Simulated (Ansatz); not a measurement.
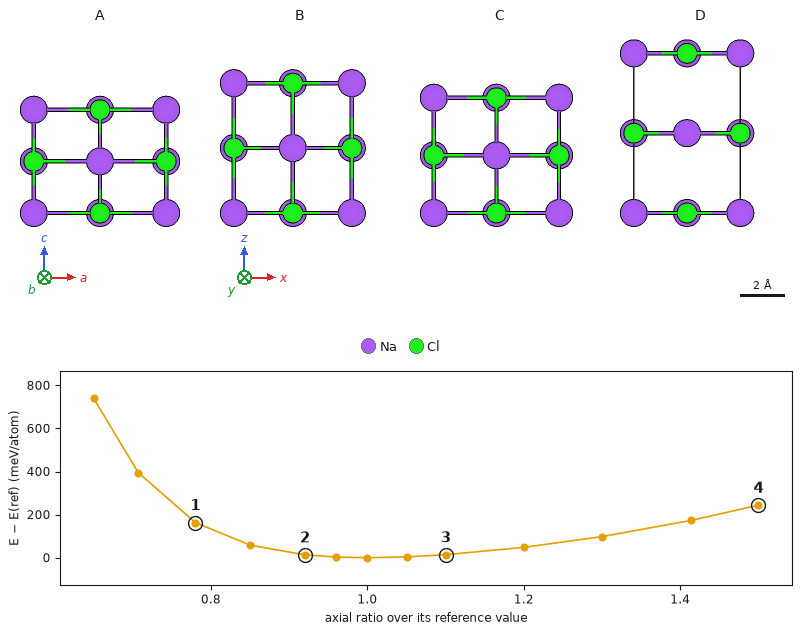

A crystal of NaCl (Fm-3m): the ratio of the cell's length along z to its lengths across, counted as 1 for the reference, is changed at fixed volume (a tetragonal or Bain path), with the atoms kept at their fractional coordinates. x, y and z are the Cartesian axes of the input. The frames are shuffled; the numbered points of the plot belong to them. The picture is a ball-and-stick view of the conventional cell (4 times the calculation's cell), seen along the b axis. Lengths and directions refer to the drawn axes.

These are results of Ansatz, DFT PBEsol, scalar-relativistic, plane waves, PAW, not measurements. (plane-wave cutoff 420 eV; k-point mesh 8 × 8 × 8; occupations gaussian; smearing width 0.05 eV; no spin polarisation). Energies (free energies at the smearing named) are counted from the cell as listed in its source, which wasn't relaxed.

> Which frame belongs to which numbered point?

Point 1 is frame A (the relative ratio 0.78, 163 meV/atom); 2 is frame C (the relative ratio 0.92, 13 meV/atom); 3 is frame B (the relative ratio 1.10, 14 meV/atom); 4 is frame D (the relative ratio 1.50, 244 meV/atom). The lowest computed point lies at the relative ratio 1.00 (0 meV/atom). The unrelaxed reference is under a pressure of −0.8 GPa. The distortion takes the space group from Fm-3m to I4/mmm. At the relative ratio 1.50 the cell of the drawing goes a 5.663 → 4.948 Å, b 5.663 → 4.948 Å, c 5.663 → 7.421 Å.
